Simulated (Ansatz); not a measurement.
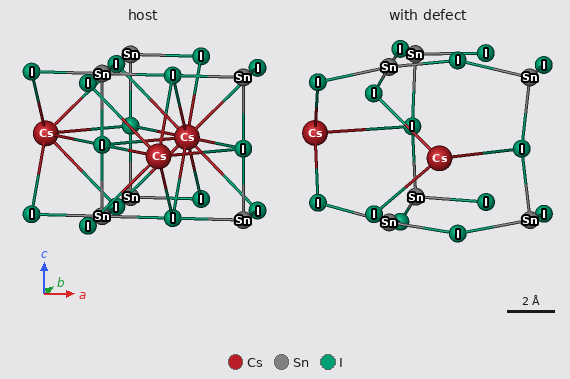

Left: perfect CsSnI3. Right: the same region with a pair of point defects, after relaxing the atoms in a supercell of 40 sites. The picture is a ball-and-stick view of the atoms within 6.0 Å of one point, seen slightly off an axis.

These are results of Ansatz, DFT, PBEsol, PAW, plane waves, not measurements. Settings: plane-wave cutoff 420 eV; k-point mesh 1 × 1 × 1; mesh shifted by (0.25, 0.25, 0.25); no spin polarisation. Fermi-Dirac smearing of 0.01 eV. The axes drawn are those of the host's conventional cell.

Which defect is it?

A caesium atom is taken out (a vacancy) and an iodine atom is taken out (a vacancy), the two sites 4.4 Å apart.

The charge state of the cell is 0.

How does the lattice respond?

Around the empty Cs site the host had ; after relaxation the nearest atoms are . Around the empty I site the host had 2 Sn at 3.08 Å; after relaxation the nearest atoms are 2 Sn at 3.35 to 3.36 Å, 2 I at 3.98 Å. Of the host's atoms, an iodine atom moves furthest from its site, by 0.91 Å.
